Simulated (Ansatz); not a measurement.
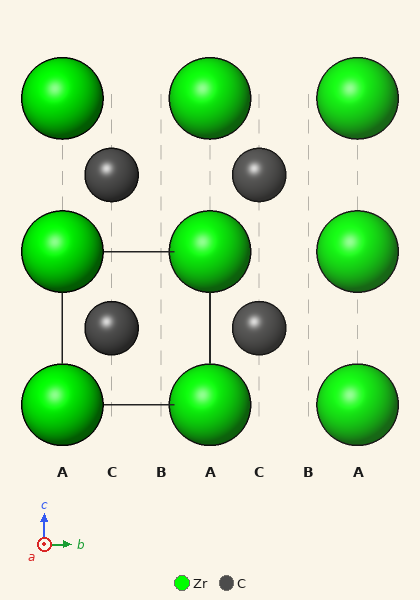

The picture looks along a close-packed row of the hexagonal mesh; c points upwards. The dashed lines mark the three columns A (0, 0), B (1/3, 2/3) and C (2/3, 1/3). The sequence starts with the first layer at or above the cell's origin.

The compound is ZrC (space group P-6m2, No. 187), taken as the geometry relaxed with Ansatz, DFT PBE, scalar-relativistic, plane waves, PAW; the starting structure was generated, so it need not be a known form of this composition.

Read off the stacking sequence over one period.

Answer. Zr(A) – C(C) (two layers in 2.94 Å).

Heights of the layers:

| layer | atoms (column) | height (Å) | to next (Å) |
| --- | --- | --- | --- |
| 1 | Zr(A) | 0.00 | 1.47 |
| 2 | C(C) | 1.47 | 1.47 |
